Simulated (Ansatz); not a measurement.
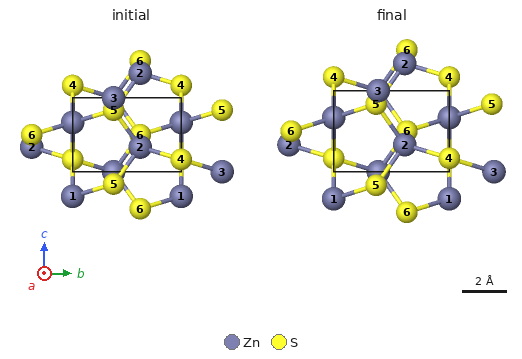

The structure of crystalline ZnS (a generated structure, set up in P3_221) (coarse preliminary run) before (left) and after (right) a relaxation, at one scale.

A ball-and-stick model of the cell of the calculation, seen along the a axis.

Computed with DFT PBE, scalar-relativistic, plane waves, PAW (Ansatz).

Input
```yaml
crystal:
  lattice:
    - [5.70106139, 0.0, 0.0]
    - [-2.8505307, 4.937264, 0.0]
    - [0.0, 0.0, 3.36215916]
  atoms:
    - { symbol: Zn, position: [0.6226507, 0.0, 0.66666667] }
    - { symbol: Zn, position: [0.0, 0.6226507, 0.33333333] }
    - { symbol: Zn, position: [0.3773493, 0.3773493, 0.0] }
    - { symbol: S, position: [0.3773493, 0.0, 0.16666667] }
    - { symbol: S, position: [0.0, 0.3773493, 0.83333333] }
    - { symbol: S, position: [0.6226507, 0.6226507, 0.5] }
basis:
  ecutwfc: 420
kpoints:
  mp_grid: { grid: [6, 6, 6] }
hamiltonian:
  xc: pbe
scf:
  occupations: { method: gaussian, width: 0.1 }
  lower_state_search: "off"
output:
  forces: true
  stress: true
  eigenvalues: true
relax:
  adjacent_minimum: "off"
  f_tol: 0.04
  max_steps: 70
  cell: { stress_tol: 0.4 }
```

Run as
```bash
ansatz run input.yaml --threads 1 --pin off --max-ram 2560MiB --backend cpu --events-out ev --progress --plain --runs-dir out
```

> Describe what moved and what it gained.

The energy falls by 281 meV per atom in 4 accepted moves (5 points after the start). Largest force component: 1.3 eV/Å at the start, 0.026 eV/Å at the end. Pressure: 26.35 GPa at the start and 0.12 GPa at the end. At 1 point the geometry stayed and the basis and grid were re-selected for the new cell (energy shift of 2.9 meV per atom at most each time). The largest moves relative to the cell, 0.063 Å, are those of S4, S5 and S6. S5 goes along −b. Largest moves by element: S 0.063 Å, Zn 0.051 Å. The drawn cell changes as follows: a = b 5.701 → 6.078 Å (+6.6 %), c 3.362 → 3.692 Å (+9.8 %); the volume changes by +24.8 %. Among the contacts that change: Zn1–S4 2.187 → 2.380 Å, Zn1–S5 2.223 → 2.371 Å. Among the angles between lasting bonds that change: Zn1–S5–Zn3 122.1° → 127.0°, S5–Zn1–S6 122.1° → 117.5°, Zn1–S5–Zn2 96.6° → 94.6°. The space group stays P3_221 (No. 154).
